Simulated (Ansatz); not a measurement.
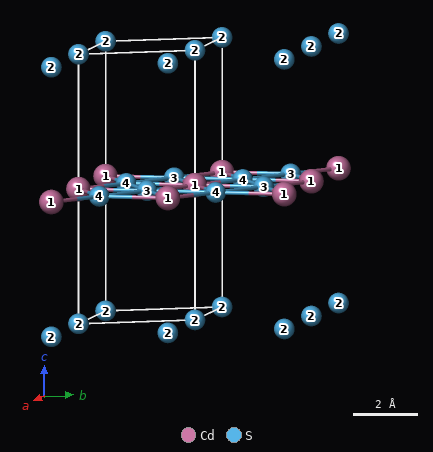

This is the input geometry for a relaxation of solid CdS3 (a generated structure, set up in P6/mmm) (coarse preliminary run). Style: ball-and-stick. Shown: the cell of the calculation, repeated 2 × 2 × 1 with one cell outlined, slightly off an axis.

Computed with DFT PBE, scalar-relativistic, plane waves, PAW in Ansatz 0.2.0.

Input file:
```yaml
crystal:
  lattice:
    - [3.8495756, 0.0, 0.0]
    - [-1.9247878, 3.33383027, 0.0]
    - [0.0, 0.0, 8.56458206]
  atoms:
    - { symbol: Cd, position: [0.0, 0.0, 0.5] }
    - { symbol: S, position: [0.0, 0.0, 0.0] }
    - { symbol: S, position: [0.33333333, 0.66666667, 0.5] }
    - { symbol: S, position: [0.66666667, 0.33333333, 0.5] }
basis:
  ecutwfc: 420
kpoints:
  mp_grid: { grid: [6, 6, 2] }
hamiltonian:
  xc: pbe
scf:
  occupations: { method: gaussian, width: 0.1 }
  lower_state_search: "off"
output:
  forces: true
  stress: true
  eigenvalues: true
relax:
  adjacent_minimum: "off"
  f_tol: 0.04
  max_steps: 70
  cell: { stress_tol: 0.4 }
```

Run as
```bash
ansatz run input.yaml --threads 1 --pin off --max-ram 2560MiB --backend cpu --events-out ev --progress --plain --runs-dir out
```

> Where does the relaxation end?

The atoms keep their places relative to the cell (all moves are under 0.005 Å). The drawn cell changes as follows: a = b 3.850 → 4.777 Å (+24.1 %), c 8.565 → 4.958 Å (−42.1 %); the volume changes by −10.9 %. Near-neighbour distances that change, for instance: Cd1–S2 4.282 → 2.479 Å, S3–S4 2.223 → 2.758 Å, Cd1–S3 2.223 → 2.758 Å. New bonds form: Cd1–S2 (4.28 → 2.48 Å). The space group stays P6/mmm (No. 191). Over 14 accepted moves (16 points after the start) the energy falls by 7.591 eV per cell of the calculation. All forces vanish by symmetry, so only the cell relaxes. The pressure goes from 36.21 to 0.02 GPa. The SCF was repeated twice at an unchanged geometry on a basis and grid sized afresh for the cell, which shifted the energy by 86.7 meV per cell of the calculation at most. Cost: 71 s on 1 thread of Arm Neoverse N1, with other jobs on the host, peak memory 0.38 GiB.

Final geometry:

```
CELL_PARAMETERS angstrom
4.77711 0.00000 0.00000
-2.38856 4.13710 0.00000
0.00000 0.00000 4.95755
ATOMIC_POSITIONS crystal
Cd 0.00000 0.00000 0.50000
S 0.00000 0.00000 0.00000
S 0.33333 0.66667 0.50000
S 0.66667 0.33333 0.50000
```

The end point in the same view:

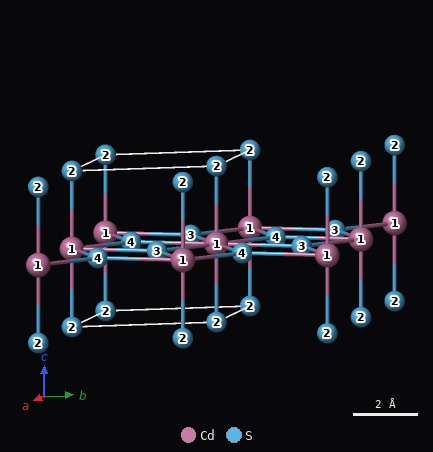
